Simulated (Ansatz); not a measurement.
# C: geometry relaxation (part 3 of 3)

C (defect cell, 53 atoms in the cell); DFT PBE, scalar-relativistic, plane waves, PAW, spin-polarised (Ansatz 0.2.0); cutoff 420 eV, 2×2×2 k-mesh, Gaussian smearing of 0.05 eV, collinear spins. The structure derives from an entry of the Crystallography Open Database.

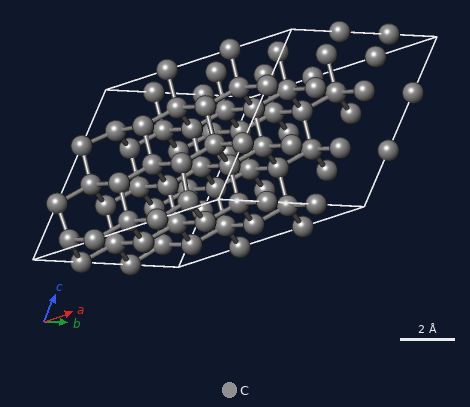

*The geometry at step 3 of the log (ball-and-stick view of the cell of the calculation, seen at an oblique angle).*

**Trajectory as extended XYZ (Å, eV, eV/Å), 4 frames, from step=1 to step=4**
```
53
Lattice="0.0000 5.3501 5.3501 5.3501 0.0000 5.3501 5.3501 5.3501 0.0000" Properties=species:S:1:pos:R:3:forces:R:3 step=1 energy=-13284.42485
C     1.7645    1.8006   -0.0178   -0.5972  -1.8035   0.0301
C     3.5036    3.5403   -0.0303    3.4590   0.9048   1.7909
C     1.7487    0.0268    1.7878    0.6220  -1.9225   0.1182
C     3.5667    1.7834    1.7834   -0.0393  -0.0703  -0.2095
C     5.3772    3.5700    1.7726   -0.4491   1.0271  -0.0508
C     3.5668   -0.0197    3.5642    0.5957   0.0137   1.2563
C     5.3315    1.8288    3.5240    1.0421  -2.6322   2.2407
C     7.1335    3.5667    3.5667   -0.2993   0.0502   0.0412
C     0.0001    1.7274    1.7488   -0.5488   1.1886   0.5488
C     1.7834    3.5667    1.7834   -0.3046   0.0362   0.2409
C     3.5458    5.3701    1.7587    1.7253  -0.5454   0.6523
C     1.7834    1.7834    3.5667   -0.2648   0.2170  -0.1860
C     3.5667    3.5667    3.5667    0.0431   0.3143  -0.2089
C     5.3501    5.3501    3.5667   -0.3102  -0.1577   0.7396
C     3.5055    1.8008    5.3118    3.5346  -1.3895   2.1691
C     5.3501    3.5667    5.3501    0.4728   0.3533  -0.6160
C     7.1335    5.3501    5.3501   -0.8001  -0.2951   0.5605
C    -0.0489    3.6130    3.6202    1.5770  -0.8024  -0.5680
C     1.7612    5.3549    3.6191   -1.2022  -0.0851  -0.6969
C     3.5667    7.1335    3.5667    0.1016  -0.2567   0.3485
C     1.7878    3.5333    5.3587   -0.8075   1.8552   1.0944
C     3.5667    5.3501    5.3501   -1.0266  -0.0605   0.5275
C     5.3501    7.1335    5.3501    0.8010  -0.1547   0.8243
C     3.5667    3.5667    7.1335    0.1419  -0.1213   0.4602
C     5.3501    5.3501    7.1335   -0.0667  -0.1582   0.0080
C     7.1335    7.1335    7.1335    0.1167  -0.6428   0.8065
C     0.9300    0.8768    0.9146   -0.0331   2.7319   0.2014
C     2.6751    2.6751    0.8917   -0.4926  -0.2618   0.4864
C     4.4590    4.4542    0.9129   -2.0797  -1.7223   0.3671
C     2.6751    0.8917    2.6751    0.1293   0.6627   0.5214
C     4.4584    2.6751    2.6751   -0.9383   0.5851  -0.6985
C     6.2401    4.4711    2.7180   -0.1078  -0.1461  -1.5381
C     4.4883    0.9016    4.4853   -3.0736   1.4093  -2.4025
C     6.2431    2.6703    4.4058   -0.6624   0.5835   1.6941
C     7.9768    4.4148    4.5083    1.4777   1.5883  -2.4387
C     0.8917    2.6751    2.6751    0.2359  -0.0587   0.3001
C     2.6751    4.4584    2.6751   -0.4367  -0.3332   0.2907
C     4.4545    6.2281    2.7109   -0.3357   0.4532  -1.9386
C     2.6751    2.6751    4.4584   -0.4768   0.2616  -1.1528
C     4.4584    4.4584    4.4584   -0.2530   0.0717   0.3634
C     6.2418    6.2418    4.4584    0.0279  -0.0175   0.0453
C     4.4914    2.7240    6.2455   -1.8631  -2.4867  -0.5909
C     6.2418    4.4584    6.2418   -0.0520   0.1979  -0.0316
C     7.9967    6.2354    6.2534    0.7284   0.7437  -1.0183
C     0.8855    4.4404    4.5185    1.2731  -0.9739  -2.2999
C     2.6258    6.2442    4.4485    2.1664   0.2266   0.9659
C     4.4970    8.0145    4.4845   -2.7397   0.5175  -0.8780
C     2.6414    4.4443    6.3126    1.2622   0.5003  -2.6940
C     4.4584    6.2418    6.2418   -0.0950  -0.0548  -0.1921
C     6.2878    8.0118    6.2685   -1.8041   0.0417  -1.0517
C     4.4495    4.4419    7.9983   -0.1641   1.0012   1.7855
C     6.2252    6.2494    8.0319    0.1186  -0.2685  -0.0994
C     8.0252    8.0252    8.0252    0.6718  -0.1151   0.0820
53
Lattice="0.0000 5.3501 5.3501 5.3501 0.0000 5.3501 5.3501 5.3501 0.0000" Properties=species:S:1:pos:R:3:forces:R:3 step=2 energy=-13286.29263
C     1.7786    1.7793   -0.0143   -0.7759  -0.5897   0.5377
C     3.5365    3.5596   -0.0145    1.9555   0.6617   0.8834
C     1.7688    0.0033    1.7725   -0.2793  -0.3182   0.1986
C     3.5643    1.7833    1.7854    0.0221  -0.0215   0.0520
C     5.3538    3.5689    1.7814   -0.1759   0.6040  -0.2344
C     3.5601   -0.0109    3.5602    0.5666   0.1850   1.3486
C     5.3501    1.8004    3.5605   -0.2137  -1.5140   1.1870
C     7.1232    3.5679    3.5755    0.0812  -0.0570  -0.0924
C    -0.0069    1.7716    1.7712    0.1737  -0.1159  -0.0505
C     1.7811    3.5680    1.7845    0.0081  -0.0416   0.1030
C     3.5604    5.3613    1.7730    1.0065  -0.4407  -0.0998
C     1.7836    1.7804    3.5770   -0.0468   0.0001  -0.1564
C     3.5641    3.5647    3.5743   -0.0108   0.0206   0.0212
C     5.3431    5.3477    3.5629    0.0893   0.0410   0.3837
C     3.5363    1.7918    5.3438    1.8068  -0.9596   0.7765
C     5.3350    3.5689    5.3649    0.5878   0.0645  -0.5506
C     7.1311    5.3430    5.3545   -0.3384   0.0799   0.1900
C    -0.0281    3.5753    3.5909    1.1045   0.3391   0.0301
C     1.7771    5.3689    3.5887   -1.0190  -0.9387  -0.0967
C     3.5658    7.1256    3.5545   -0.0655   0.2171   0.5273
C     1.7756    3.5531    5.3643   -0.3590   1.1189  -0.0547
C     3.5737    5.3562    5.3507   -0.7626  -0.3065   0.1921
C     5.3358    7.1344    5.3435    0.6495  -0.0904   0.6253
C     3.5678    3.5767    7.1444   -0.1560  -0.3089  -0.0095
C     5.3431    5.3482    7.1408    0.1096   0.0736   0.0316
C     7.1263    7.1344    7.1282    0.0641  -0.2797   0.4832
C     0.9464    0.9417    0.9569    0.3022   0.8014  -0.2717
C     2.6763    2.6785    0.8930   -0.2418  -0.2301   0.2724
C     4.4157    4.4147    0.9460   -1.0395  -0.7761   0.0057
C     2.6707    0.8962    2.6778    0.0835   0.0624   0.0456
C     4.4559    2.6625    2.6922   -0.4268   0.6268  -0.6017
C     6.2353    4.4658    2.6932    0.0282  -0.2255  -0.6844
C     4.4079    0.9327    4.4279   -0.7421   0.7596  -0.9985
C     6.2373    2.6745    4.4524   -0.2632   0.1539   0.4538
C     8.0069    4.4377    4.4812    0.2542   0.8088  -1.0544
C     0.9143    2.6703    2.6796   -0.7617   0.1667   0.1342
C     2.6760    4.4493    2.6759   -0.1533   0.1761   0.1731
C     4.4582    6.2385    2.6843   -0.1887   0.0696  -0.6635
C     2.6754    2.6708    4.4731   -0.4133   0.2023  -0.7699
C     4.4533    4.4598    4.4645    0.0463   0.0383  -0.0285
C     6.2360    6.2367    4.4618   -0.0187   0.0452  -0.0409
C     4.4609    2.7029    6.2504   -0.5614  -1.1918  -0.2065
C     6.2343    4.4597    6.2483   -0.0090  -0.0122   0.0251
C     8.0121    6.2351    6.2502    0.1084   0.3786  -0.4661
C     0.9354    4.4014    4.4227    0.5516  -0.3527  -0.5373
C     2.6618    6.2392    4.4529    0.7134   0.1817   0.3811
C     4.4617    8.0176    4.4642   -0.8432   0.1288  -0.2540
C     2.6735    4.4523    6.2647   -0.0070   0.4222  -0.8961
C     4.4562    6.2427    6.2445   -0.0674  -0.0231  -0.0831
C     6.2495    8.0181    6.2540   -0.7128   0.0981  -0.5259
C     4.4511    4.4528    8.0295    0.0430   0.3582   0.2280
C     6.2279    6.2463    8.0260    0.3135  -0.0362   0.1634
C     8.0231    8.0264    8.0268   -0.0167  -0.0538  -0.0263
53
Lattice="0.0000 5.3501 5.3501 5.3501 0.0000 5.3501 5.3501 5.3501 0.0000" Properties=species:S:1:pos:R:3:forces:R:3 step=3 energy=-13286.77416
C     1.7643    1.7687    0.0050    0.0150   0.0137  -0.0149
C     3.5775    3.5823    0.0039   -0.0215  -0.0368  -0.0122
C     1.7627   -0.0007    1.7735    0.0471   0.0079  -0.0030
C     3.5620    1.7827    1.7873    0.0239  -0.0069   0.0147
C     5.3437    3.5812    1.7736    0.0554  -0.0303  -0.0224
C     3.5756    0.0005    3.5853    0.0238  -0.0422   0.0109
C     5.3448    1.7679    3.5860    0.0151   0.0045   0.0129
C     7.1285    3.5663    3.5723   -0.0177   0.0083  -0.0423
C    -0.0056    1.7685    1.7726    0.0056   0.0100   0.0221
C     1.7774    3.5670    1.7868    0.0326   0.0016   0.0232
C     3.5764    5.3496    1.7734   -0.0234   0.0115  -0.0230
C     1.7778    1.7817    3.5717   -0.0006   0.0152  -0.0117
C     3.5623    3.5662    3.5716    0.0015  -0.0018   0.0057
C     5.3448    5.3491    3.5696   -0.0086   0.0181  -0.0097
C     3.5758    1.7681    5.3528   -0.0081   0.0147   0.0701
C     5.3452    3.5642    5.3546   -0.0107   0.0114  -0.0029
C     7.1306    5.3498    5.3548   -0.0246  -0.0100  -0.0208
C    -0.0045    3.5797    3.5846   -0.0234   0.0065   0.0100
C     1.7636    5.3485    3.5862    0.0128   0.0154  -0.0128
C     3.5615    7.1325    3.5718   -0.0036   0.0010  -0.0274
C     1.7641    3.5794    5.3529    0.0081  -0.0043   0.0657
C     3.5593    5.3489    5.3546    0.0176   0.0185  -0.0025
C     5.3454    7.1346    5.3549   -0.0354  -0.0055  -0.0389
C     3.5617    3.5663    7.1378   -0.0019   0.0140  -0.0119
C     5.3452    5.3496    7.1399   -0.0175   0.0125   0.0020
C     7.1282    7.1325    7.1380   -0.0163   0.0090  -0.0098
C     0.9594    0.9648    0.9687   -0.0511  -0.0678  -0.0420
C     2.6715    2.6764    0.9021   -0.0290  -0.0325  -0.0358
C     4.3833    4.3885    0.9655    0.0235   0.0129   0.0064
C     2.6704    0.8960    2.6802   -0.0176   0.0173  -0.0292
C     4.4493    2.6742    2.6801   -0.0431  -0.0011  -0.0130
C     6.2325    4.4615    2.6767    0.0278  -0.0266   0.0062
C     4.3826    0.9606    4.3936    0.0361   0.0122  -0.0108
C     6.2334    2.6715    4.4666    0.0184  -0.0029  -0.0048
C     8.0234    4.4618    4.4662   -0.0129  -0.0171  -0.0087
C     0.8921    2.6740    2.6788   -0.0043   0.0062   0.0041
C     2.6706    4.4527    2.6794   -0.0158  -0.0067  -0.0035
C     4.4565    6.2375    2.6767   -0.0058   0.0227  -0.0084
C     2.6702    2.6738    4.4584   -0.0023  -0.0021  -0.0510
C     4.4540    4.4585    4.4640   -0.0108  -0.0228  -0.0240
C     6.2353    6.2401    4.4631    0.0346   0.0099   0.0192
C     4.4566    2.6721    6.2419   -0.0147  -0.0285   0.0326
C     6.2355    4.4591    6.2456    0.0308  -0.0209   0.0025
C     8.0222    6.2378    6.2421    0.0352   0.0176   0.0433
C     0.9586    4.3837    4.3907   -0.0314   0.0690   0.0269
C     2.6671    6.2370    4.4665   -0.0129   0.0247   0.0015
C     4.4569    8.0271    4.4655   -0.0040   0.0135   0.0149
C     2.6672    4.4613    6.2424   -0.0388  -0.0271   0.0213
C     4.4538    6.2401    6.2448   -0.0031   0.0248   0.0417
C     6.2327    8.0268    6.2422    0.0270   0.0270   0.0431
C     4.4569    4.4622    8.0326   -0.0159  -0.0475  -0.0081
C     6.2332    6.2376    8.0336    0.0131   0.0022  -0.0278
C     8.0195    8.0248    8.0291    0.0217  -0.0121   0.0320
53
Lattice="0.0000 5.3501 5.3501 5.3501 0.0000 5.3501 5.3501 5.3501 0.0000" Properties=species:S:1:pos:R:3:forces:R:3 step=4 energy=-13286.77549
C     1.7636    1.7680    0.0039    0.0068   0.0087   0.0096
C     3.5760    3.5803    0.0040    0.0038   0.0046   0.0081
C     1.7639   -0.0007    1.7732   -0.0001   0.0028   0.0036
C     3.5620    1.7824    1.7874    0.0030   0.0000   0.0018
C     5.3453    3.5806    1.7730   -0.0023   0.0000   0.0028
C     3.5763   -0.0007    3.5859   -0.0022   0.0012   0.0016
C     5.3450    1.7683    3.5857    0.0005  -0.0004   0.0032
C     7.1283    3.5662    3.5711    0.0006  -0.0004   0.0007
C    -0.0052    1.7685    1.7732    0.0043  -0.0024   0.0025
C     1.7778    3.5665    1.7873    0.0050  -0.0004   0.0024
C     3.5763    5.3496    1.7729    0.0019  -0.0032   0.0026
C     1.7780    1.7824    3.5716    0.0012  -0.0002  -0.0010
C     3.5620    3.5664    3.5714    0.0029   0.0021   0.0016
C     5.3451    5.3494    3.5690    0.0011  -0.0002   0.0012
C     3.5760    1.7686    5.3546    0.0049  -0.0030   0.0058
C     5.3451    3.5642    5.3544   -0.0004  -0.0003  -0.0002
C     7.1304    5.3495    5.3545    0.0011  -0.0004   0.0007
C    -0.0052    3.5807    3.5860    0.0037  -0.0051  -0.0035
C     1.7638    5.3495    3.5858    0.0020  -0.0052  -0.0014
C     3.5618    7.1327    3.5711    0.0000   0.0001   0.0022
C     1.7641    3.5804    5.3547    0.0004   0.0012   0.0020
C     3.5597    5.3495    5.3544    0.0006  -0.0015   0.0009
C     5.3451    7.1348    5.3545   -0.0011  -0.0001   0.0017
C     3.5619    3.5664    7.1379   -0.0022  -0.0027   0.0006
C     5.3450    5.3495    7.1401    0.0016   0.0009  -0.0014
C     7.1283    7.1327    7.1379    0.0030   0.0015   0.0013
C     0.9567    0.9614    0.9660   -0.0006  -0.0052  -0.0057
C     2.6699    2.6744    0.9014   -0.0007  -0.0023  -0.0062
C     4.3837    4.3879    0.9652   -0.0030  -0.0032   0.0044
C     2.6702    0.8963    2.6796   -0.0020  -0.0004  -0.0020
C     4.4484    2.6744    2.6794   -0.0068   0.0000  -0.0015
C     6.2336    4.4610    2.6765   -0.0020   0.0016  -0.0038
C     4.3836    0.9609    4.3938   -0.0003   0.0027  -0.0112
C     6.2335    2.6715    4.4659    0.0005   0.0015   0.0020
C     8.0230    4.4608    4.4660   -0.0016   0.0034  -0.0014
C     0.8920    2.6745    2.6796   -0.0081   0.0002  -0.0017
C     2.6701    4.4526    2.6793   -0.0032   0.0009   0.0017
C     4.4566    6.2379    2.6764   -0.0009   0.0007  -0.0031
C     2.6701    2.6744    4.4578   -0.0014   0.0009  -0.0070
C     4.4539    4.4583    4.4633    0.0022   0.0032   0.0016
C     6.2362    6.2405    4.4634   -0.0005   0.0005  -0.0008
C     4.4565    2.6718    6.2431    0.0004  -0.0013  -0.0002
C     6.2361    4.4584    6.2457   -0.0013   0.0007  -0.0010
C     8.0230    6.2381    6.2430   -0.0028  -0.0037  -0.0021
C     0.9567    4.3876    4.3934   -0.0003   0.0046  -0.0029
C     2.6671    6.2379    4.4659   -0.0016   0.0016   0.0006
C     4.4566    8.0272    4.4660   -0.0004   0.0011  -0.0021
C     2.6672    4.4611    6.2431   -0.0014  -0.0003  -0.0013
C     4.4539    6.2406    6.2457    0.0010  -0.0028  -0.0016
C     6.2338    8.0273    6.2430   -0.0041   0.0000  -0.0018
C     4.4566    4.4611    8.0328    0.0003  -0.0001  -0.0029
C     6.2335    6.2380    8.0326   -0.0012  -0.0024  -0.0004
C     8.0202    8.0245    8.0295   -0.0004   0.0004   0.0009
```

This output came from the following input.

**The input**
```yaml
crystal:
  lattice:
    - [0.0, 5.35011, 5.35011]
    - [5.35011, 0.0, 5.35011]
    - [5.35011, 5.35011, 0.0]
  atoms:
    - { symbol: C, position: [0.0017138131, -0.0050454439, 0.3348461746] }
    - { symbol: C, position: [0.0006015683, -0.0062671996, 0.6611231256] }
    - { symbol: C, position: [0.0061648406, 0.3280039191, -0.0011550899] }
    - { symbol: C, position: [0.0, 0.333333, 0.333333] }
    - { symbol: C, position: [-0.0032389017, 0.3345642903, 0.6705071532] }
    - { symbol: C, position: [-0.0020715249, 0.6682716488, -0.0016013495] }
    - { symbol: C, position: [0.001994093, 0.6566876739, 0.3398303392] }
    - { symbol: C, position: [0.0, 0.666667, 0.666667] }
    - { symbol: C, position: [0.3248701615, 0.0020062761, -0.0019906808] }
    - { symbol: C, position: [0.333333, 0.0, 0.333333] }
    - { symbol: C, position: [0.3348477323, -0.0061241693, 0.6688837292] }
    - { symbol: C, position: [0.333333, 0.333333, 0.0] }
    - { symbol: C, position: [0.333333, 0.333333, 0.333333] }
    - { symbol: C, position: [0.333333, 0.333333, 0.666667] }
    - { symbol: C, position: [0.3371011034, 0.6557372649, -0.000518788] }
    - { symbol: C, position: [0.333333, 0.666667, 0.333333] }
    - { symbol: C, position: [0.333333, 0.666667, 0.666667] }
    - { symbol: C, position: [0.6805558436, -0.0038912918, -0.0052460797] }
    - { symbol: C, position: [0.6740793542, 0.0023720838, 0.3268208117] }
    - { symbol: C, position: [0.666667, 0.0, 0.666667] }
    - { symbol: C, position: [0.6639292906, 0.3376686111, -0.0035103571] }
    - { symbol: C, position: [0.666667, 0.333333, 0.333333] }
    - { symbol: C, position: [0.666667, 0.333333, 0.666667] }
    - { symbol: C, position: [0.666667, 0.666667, 0.0] }
    - { symbol: C, position: [0.666667, 0.666667, 0.333333] }
    - { symbol: C, position: [0.666667, 0.666667, 0.666667] }
    - { symbol: C, position: [0.0805003297, 0.0904565773, 0.0833794759], spin: 0.5 }
    - { symbol: C, position: [0.083333, 0.083333, 0.416667] }
    - { symbol: C, position: [0.0848699437, 0.0857667484, 0.7476703881], spin: 0.5 }
    - { symbol: C, position: [0.083333, 0.416667, 0.083333] }
    - { symbol: C, position: [0.083333, 0.416667, 0.416667] }
    - { symbol: C, position: [0.0886895014, 0.4193369838, 0.7470043076] }
    - { symbol: C, position: [0.0839788088, 0.7543841725, 0.0845344665], spin: 0.5 }
    - { symbol: C, position: [0.0778430312, 0.7456468245, 0.4212725697] }
    - { symbol: C, position: [0.0884314371, 0.7542169691, 0.7367445766] }
    - { symbol: C, position: [0.416667, 0.083333, 0.083333] }
    - { symbol: C, position: [0.416667, 0.083333, 0.416667] }
    - { symbol: C, position: [0.419093482, 0.0876006326, 0.745005265] }
    - { symbol: C, position: [0.416667, 0.416667, 0.083333] }
    - { symbol: C, position: [0.416667, 0.416667, 0.416667] }
    - { symbol: C, position: [0.416667, 0.416667, 0.75] }
    - { symbol: C, position: [0.4185051629, 0.7488501435, 0.0906480375] }
    - { symbol: C, position: [0.416667, 0.75, 0.416667] }
    - { symbol: C, position: [0.4198170078, 0.7490190109, 0.7456598278] }
    - { symbol: C, position: [0.7545091672, 0.0900515412, 0.0754584467], spin: 0.5 }
    - { symbol: C, position: [0.7538956618, 0.0775807005, 0.4132193027] }
    - { symbol: C, position: [0.7478343313, 0.0903767406, 0.7501670561] }
    - { symbol: C, position: [0.7584391087, 0.4214594446, 0.0722476708] }
    - { symbol: C, position: [0.75, 0.416667, 0.416667] }
    - { symbol: C, position: [0.746954232, 0.4247094221, 0.7505552243] }
    - { symbol: C, position: [0.7467842453, 0.7481974115, 0.0834641648] }
    - { symbol: C, position: [0.7528872037, 0.7483746127, 0.4151945086] }
    - { symbol: C, position: [0.75, 0.75, 0.75] }
magnetization:
  spin_polarized: true
basis:
  ecutwfc: 420
  fft_grid_basis: typed
kpoints:
  mp_grid: { grid: [2, 2, 2] }
hamiltonian:
  xc: pbe
  pseudopotentials: { kind: paw }
scf:
  occupations: { method: gaussian, width: 0.05 }
output:
  forces: true
  stress: false
  eigenvalues: false
  bader: false
  write_density: false
  volumetric_format: npy
  populations: true
relax:
  adjacent_minimum: "off"
  max_steps: 30
  f_tol: 0.05
```

Command:
```bash
ansatz run input.yaml --threads 4 --pin off --max-ram 10240MiB --backend cpu --events-out ev --progress --plain --runs-dir out
```

**Results in brief**

```tsv
quantity	value
outcome	converged
electrons treated	212
free energy	−13286.7755 eV
Fermi energy	14.621 eV
net moment of the cell	0.25 μB
integrated absolute moment	0.27 μB
final volume	306.28 Å³
largest force (length of the vector) at the end	0.015 eV/Å
hardware	4 threads of Arm Neoverse V2, 24 GiB of memory available, shared host
wall time	64 s (CPU time 4.2 min)
peak memory	1.7 GiB
```

The k-point mesh is coarse for a cell of this size, so the results may not be converged.
